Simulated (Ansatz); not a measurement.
Single-point calculation of TiPbO₃

The run: single-point calculation of TiPbO₃ (Pm-3m, 5 atoms in the cell). Method and program: DFT PBE, scalar-relativistic, plane waves, PAW, no spin polarisation (Ansatz 0.2.0).

The structure derives from an entry of the Crystallography Open Database. It belongs to a series of runs on one base structure; here: band edges and mean potential of the bulk. Figures and captions count atoms from 1; the log counts them from 0 in places.

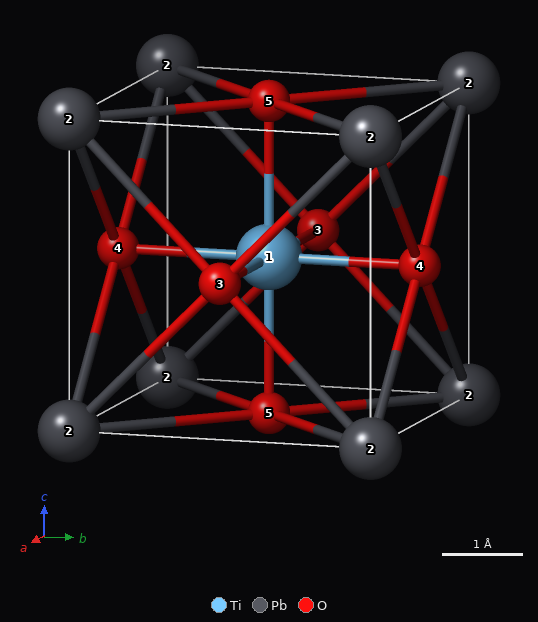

*The structure (ball-and-stick view of the cell of the calculation, seen slightly off an axis; atoms are numbered from 1 in the order of the input). An atom can appear more than once, as a periodic image.*

Results in brief:

- outcome: converged
- space group (tolerance 0.01 Å): Pm-3m (221)
- electrons treated: 44
- free energy: −16112.3378 eV
- Fermi energy: 11.318 eV
- gap on the k-point mesh: 1.66 eV
- gap on the band path: 1.66 eV
- pressure: 0.00 GPa
- largest force (length of the vector): under 0.001 eV/Å
- hardware: 4 threads of Arm Neoverse V1, 24 GiB of memory available, shared host
- wall time: 2.6 s (CPU time 9 s)
- peak memory: 0.39 GiB

Notes:

Spin–orbit coupling is left out, which matters for Pb.

Input file:
```yaml
crystal:
  lattice:
    - [3.9664957795, 0.0, 0.0]
    - [0.0, 3.9664957795, 0.0]
    - [0.0, 0.0, 3.9664957795]
  atoms:
    - { symbol: Ti, position: [0.5, 0.5, 0.5] }
    - { symbol: Pb, position: [0.0, 0.0, 0.0] }
    - { symbol: O, position: [0.0, 0.5, 0.5] }
    - { symbol: O, position: [0.5, 0.0, 0.5] }
    - { symbol: O, position: [0.5, 0.5, 0.0] }
basis:
  ecutwfc: 420
kpoints:
  mp_grid: { grid: [8, 8, 8] }
  band_path: { path: [VBM, CBM], npoints: 2 }
hamiltonian:
  xc: pbe
scf:
  occupations: { method: gaussian, width: 0.02 }
output:
  forces: true
  stress: true
  eigenvalues: true
```

Command:
```bash
ansatz run input.yaml --threads 4 --pin off --max-ram 10240MiB --backend cpu --events-out ev --progress --plain --runs-dir out
```

Log:
```
Engine: ansatz 0.2.0, aarch64-unknown-linux-gnu
Pseudopotentials: kind: paw
Pseudopotential: Ti, paw, valence charge 12, recommended cutoff 420 eV (normal), Ti.paw.azcp
Pseudopotential: Pb, paw, valence charge 14, recommended cutoff 420 eV (normal), Pb.paw.azcp
Pseudopotential: O, paw, valence charge 6, recommended cutoff 420 eV (normal), O.paw.azcp
Functional definition: PBE
  parameter kappa = 0.804
  parameter beta = 0.06672455060314922
  exchange = pbe_x(kappa = kappa, mu = beta*pi^2/3)
  correlation = pbe_c(beta = beta)
Crystal: 5 atoms, lattice volume = 62.405 Å³
Basis set: ecut = 420 eV, 1213 PW (Γ), exchange–correlation on 54×54×54 points (8 copies of the dense FFT grid, shifted against one another)
Bands: 27, of which v1, the nominal top of the filled ones, is band 22 counted from 1 (21 counted from 0)
Symmetry: 48 space group operations
Space group: Pm-3m (ITA 221), of the structure as read, at distance tolerance 4.0e-5 Å
k-points: 35 of 512
Non-local potential: Ti, projectors of the file, l = 0: 3, l = 1: 2, l = 2: 3, l = 3: 1
Non-local potential: Pb, projectors of the file, l = 0: 2, l = 1: 2, l = 2: 2, l = 3: 2
Non-local potential: O, projectors of the file, l = 0: 2, l = 1: 2, l = 2: 1
PAW form: soft (Blöchl's): semilocal exchange-correlation on the pseudo side does not see the compensation charge
PAW one-centre angular grid: Ti, 590 points (default); XC on 64 Gauss nodes
PAW one-centre angular grid: Pb, 590 points (default); XC on 64 Gauss nodes
PAW one-centre angular grid: O, 110 points (default); XC on 64 Gauss nodes
Initial density: superposition of atomic densities (neutral atoms: chi_scale 0, normalization atom), corrected by the library's trained network
Initial wavefunctions: pseudopotential atomic-orbital guess
Functional: x = pbe(κ = 0.804, μ = 0.2195149727645171), c = pbe(β = 0.06672455060314922)
SCF iter   1: F=—  HF=-16112.338357 eV  |F-HF|=—  |Δ(HF+E_count)|=         —  Δρ=1.36e-3  dr2=1.52e-3  ethr=1.77e-3  ⟨swp⟩=6.7  Hψ=4484  notcnv=0
preconditioner: auto → Resta (q_TF=auto, 2.574 Å⁻¹)  ε∞=6.2  [insulator: Δε(μ)=1.623 eV  Ē_g=12.384 eV  σ=0.020 eV  W_gap=1.00  n_scr=18 (ndim 8)  ℏωp=28.2 eV  f_vac=0.000  D(μ)=0.00/eV (n_scr^D=0)  ε∞_Penn≈6.2]
SCF iter   2: F=—  HF=-16112.338431 eV  |F-HF|=—  |Δ(HF+E_count)|=   7.37e-5  Δρ=6.91e-4  dr2=4.83e-4  ethr=3.46e-6  ⟨swp⟩=2.0  Hψ=1419  notcnv=0  defer=21
SCF iter   3: F=—  HF=-16112.338464 eV  |F-HF|=—  |Δ(HF+E_count)|=   3.33e-5  Δρ=1.75e-4  dr2=2.43e-5  ethr=1.10e-6  ⟨swp⟩=2.0  Hψ=1206  notcnv=0  defer=22
SCF iter   4: F=—  HF=-16112.337757 eV  |F-HF|=—  |Δ(HF+E_count)|=   7.07e-4  Δρ=4.38e-5  dr2=1.16e-6  ethr=5.52e-8  ⟨swp⟩=2.4  Hψ=1644  notcnv=0  defer=22
iter 5 did not close the SCF: its close was put off for the readings that it lacked (scf_convergence_deferred on its scf_iter line)
SCF iter   5: F=-16112.337757 eV  HF=-16112.337757 eV  |F-HF|=6.46e-8  |Δ(HF+E_count)|=   7.63e-8  Δρ=1.20e-5  dr2=4.65e-8  ethr=2.64e-9  ⟨swp⟩=2.0  Hψ=1248  notcnv=0  defer=22
SCF iter   6: F=-16112.337757 eV  HF=-16112.337757 eV  |F-HF|=1.82e-10  |Δ(HF+E_count)|=   7.31e-8  Δρ=2.96e-6  dr2=4.11e-9  ethr=1.06e-10  ⟨swp⟩=5.7  Hψ=3810  notcnv=0
SCF 1 converged in 6 iterations: F = -16112.337757 eV  dr2 = 4.11e-9
  greatest PAW one-centre occupation: 0.999 electrons in one spin orbital (limit 2), on the Ti atom at site 0 (counted from 0), in its partial waves of l = 0
NSCF: frozen V_eff on 20 k-points
NSCF: frozen V_eff on 20 k-points
NSCF: frozen V_eff on 20 k-points
NSCF: frozen V_eff on 15 k-points
NSCF: frozen V_eff on 8 k-points
NSCF: frozen V_eff on 8 k-points
NSCF: frozen V_eff on 8 k-points
NSCF: frozen V_eff on 8 k-points
NSCF: frozen V_eff on 8 k-points
NSCF: frozen V_eff on 3 k-points
SCF converged after 6 iterations
Free energy (F): -16112.337757 eV
Harris-Foulkes:  -16112.337757 eV  (|F-HF|=1.82e-10)
Internal energy: -16112.337757 eV  (E = F + TS)
E sigma→0 (E₀):  -16112.337757 eV
Fermi energy:    11.318301 eV
--- Per-component energies (eV) ---
  E_band       = -166.776820
  E_kinetic    = 1082.707492
  E_local      = -2587.310552  (includes V_loc(G=0)·N_el)
  E_nonlocal   = 496.326026
  E_hartree    = 991.041057
  E_xc         = -542.438288
  E_vxc        = -540.289507  (∫ρ·V_xc dr)
  E_paw        = -11919.777953  (= ΣΔE_a)
  E_vpaw       = -600.298225  (= ΣTr[D̂ρ^β])
  E_aug_tail   = 0.007506  (compensation charges beyond the density's cutoff)
  E_ewald      = -3632.893047
  E_smearing   = -0.000000  (= −TS)
  E_closure    = 0.000000  (closes the sum)
  Σ components = -16112.337757   (vs F -16112.337757, Δ=0.00e0)
--- Forces (eV/Å), atoms counted from 1 ---
  atom   1  Ti     0.00000000     0.00000000     0.00000000
  atom   2  Pb    -0.00000000     0.00000000     0.00000000
  atom   3  O      0.00000000    -0.00000000    -0.00000000
  atom   4  O      0.00000000    -0.00000000     0.00000000
  atom   5  O     -0.00000000    -0.00000000    -0.00000000
  max |Σ_I F_I| component: 2.08e-29 eV/Å
--- Stress (GPa, compression-positive) ---
       -0.001509       0.000000       0.000000
        0.000000      -0.001509       0.000000
        0.000000       0.000000      -0.001509
  P = ⅓ Tr σ = -0.0015 GPa (-0.015 kbar)
--- Band table (eV; the first three rows and the last of 35) ---
  k-point 0: bands = ["-46.3890", "-22.6168", "-22.6168", "-22.6168", "-7.3664", "-6.3146", "-6.3146", "-5.0947", "-5.0947", "-5.0947", "-4.9542", "-4.9542", "4.5669", "6.7089", "6.7089", "6.7089", "9.0653", "9.0653", "9.0653", "9.5420", "9.5420", "9.5420", "12.1460", "12.1460", "12.1460", "14.2219", "14.2219"]
  k-point 1: bands = ["-46.3889", "-22.6252", "-22.6165", "-22.6165", "-7.2967", "-6.2889", "-6.2888", "-5.1006", "-5.1006", "-5.0942", "-4.9836", "-4.9508", "4.2814", "6.7703", "6.7703", "6.9081", "8.9149", "8.9149", "9.0297", "9.2704", "9.4850", "9.4850", "12.1469", "12.4326", "12.4326", "14.2224", "14.6676"]
  k-point 2: bands = ["-46.3885", "-22.6454", "-22.6158", "-22.6158", "-7.1220", "-6.2273", "-6.2215", "-5.1149", "-5.1149", "-5.0930", "-5.0598", "-4.9434", "3.7928", "6.7953", "6.9428", "6.9428", "8.4989", "8.4989", "8.9473", "9.3023", "9.4867", "9.4867", "12.1492", "13.0282", "13.0282", "14.2236", "15.2313"]
  k-point 34: bands = ["-46.3861", "-22.6684", "-22.6684", "-22.6684", "-6.2036", "-6.2036", "-6.2036", "-5.0526", "-5.0526", "-4.7007", "-4.7007", "-4.7007", "4.8128", "5.2153", "5.2153", "5.2153", "5.6623", "6.1896", "6.1896", "10.1576", "10.1576", "10.1576", "14.0906", "14.0906", "14.0906", "17.1365", "17.1365"]
```
